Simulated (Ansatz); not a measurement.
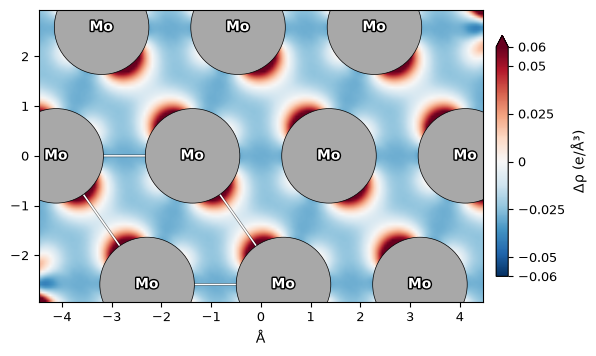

Mo. Difference of the valence pseudo-densities of two functionals at the same geometry, on the (101̄) plane of the calculation cell: HSESOL less HF.

Both computed with Ansatz (plane waves, PAW), on the same k-point mesh. Grey discs cover the atomic cores.

Q: Where does the change of functional move the electrons?

A: Against HF, HSESOL gives a change of −0.029 e/Å³ at the midpoint of Mo–Mo.
